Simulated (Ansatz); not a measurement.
```
CELL_PARAMETERS angstrom
0.00000 3.25442 0.00000
-2.67117 0.00000 4.93956
5.89784 -1.62721 0.00000
ATOMIC_POSITIONS crystal
Mg 0.25132 0.91995 0.50263
Zn 0.75063 0.41572 0.50126
Zn 0.51198 0.83019 0.02397
Zn 0.99984 0.33514 0.99967
O 0.06136 0.72887 0.12272
O 0.55849 0.22511 0.11699
O 0.80871 0.14002 0.61742
O 0.30835 0.64292 0.61669
```

Space group Cm. The cell comes from a database of computed structures, not from a measurement.

Level of theory: DFT r2SCAN, scalar-relativistic, plane waves, PAW in Ansatz.

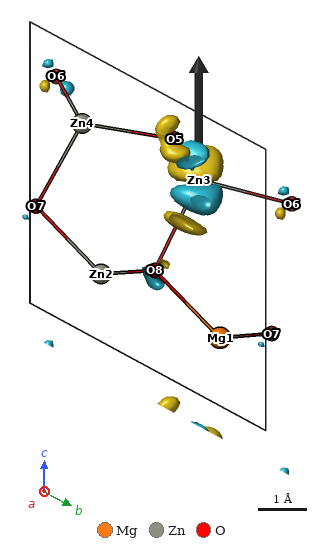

MgZn$_{3}$O$_{4}$. Zn3 was moved by 0.15 Å along [1 0 2] in the axes of the cell drawn (arrow, not to scale). Change of the density less the rigid motion of the neutral atom's own density: yellow surfaces at +0.02 and cyan ones at −0.02 e/Å³, in the cell of the calculation (origin moved) seen along the a axis.

Core electrons are frozen (PAW), so the fields are smoothed inside the atomic spheres.

Q: Describe the electronic response.

A: About 0.14 e is rearranged in the cell. Outside the cores the largest gain lies at the edge of the masked core of Zn, and the largest loss lies there too, on other sides.

Q: What restoring force does the calculation give for this move?

A: The force on it changes by 1.54 eV/Å along the move, against it: a stiffness of about 10 eV/Å² for this sublattice shift.

Run times: 3.5 min (moved atom) and 4.1 min (base cell), on 2 threads of AMD EPYC (Zen 3), with other jobs on the host.
